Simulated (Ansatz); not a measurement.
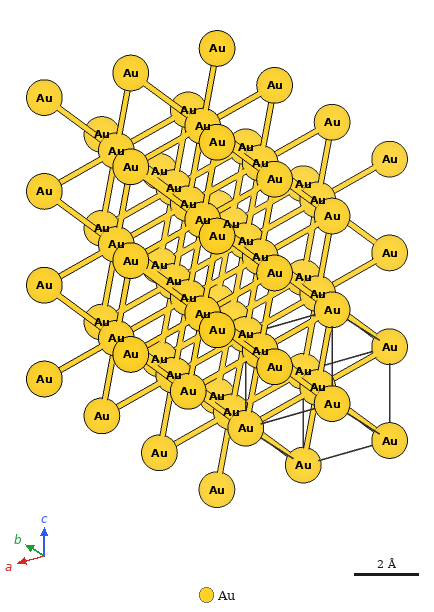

Reference structure: crystalline Au (set up in Im-3m). Style: ball-and-stick. Shown: the conventional cell (2 times the calculation's cell), repeated 2 × 3 × 3 with one cell outlined, from a free direction. Lengths and directions refer to the drawn axes.

Computed with Ansatz, DFT PBEsol, scalar-relativistic, plane waves, PAW. Set-up: plane-wave cutoff 420 eV; k-point mesh 18 × 18 × 18; occupations gaussian; smearing width 0.1 eV; no spin polarisation.

The variant: All lengths are scaled by −3.1 % (volume −9.0 %), the atoms keeping their fractional coordinates. No relaxation follows.

What is the effect?

The energy rises by 93.2 meV per atom. The pressure goes from 0.0 to 21.6 GPa. All forces vanish by symmetry. Near-neighbour distances before and after: Au–Au 3.242 → 3.142 Å, Au–Au 2.808 → 2.721 Å. The space group stays Im-3m (No. 229).

Drawn alike, the variant:

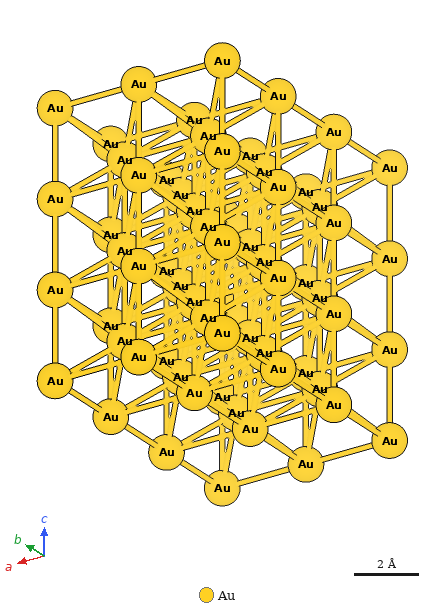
